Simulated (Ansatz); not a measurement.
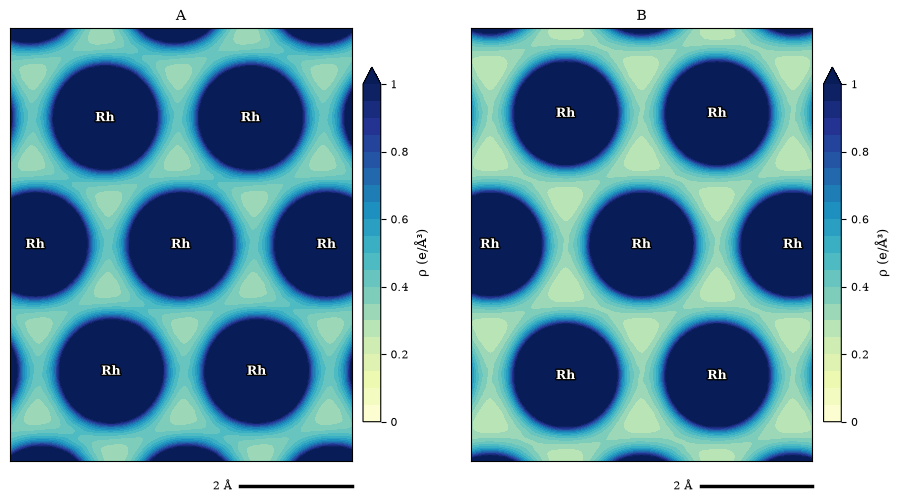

Rh. The valence charge density (pseudo) of two cells that differ in size and shape, on the (100) plane of each (indices in the axes of the calculation cell), at one length scale and on one colour scale; one has 12.6 and the other 15.8 Å³ an atom.

Theory: Ansatz, DFT PBE, scalar-relativistic, plane waves, PAW.

In a PAW calculation such maps are meaningful between the atoms, not at the nuclei.

The larger cell:

```cif
data_structure
_symmetry_space_group_name_H-M 'P 1'
_symmetry_Int_Tables_number 1
_cell_length_a 2.9307
_cell_length_b 2.7116
_cell_length_c 2.7116
_cell_angle_alpha 60.000
_cell_angle_beta 62.444
_cell_angle_gamma 62.444
_cell_volume 15.78
loop_
_atom_site_label
_atom_site_type_symbol
_atom_site_fract_x
_atom_site_fract_y
_atom_site_fract_z
_atom_site_occupancy
Rh1 Rh 0.00000 0.00000 0.00000 1
```

The smaller cell: a = 2.592 Å, b = 2.608 Å, c = 2.592 Å, α = 61.17°, β = 60.39°, γ = 61.17°.

### Which is the denser cell? Describe the effect of the change.

Panel A is the smaller cell, by 20 % in volume. From the larger cell to the smaller, Rh–Rh goes from 2.71 to 2.59 Å, and the density at its midpoint from 0.34 to 0.45 e/Å³; the pressure goes from −19 to 36 GPa.
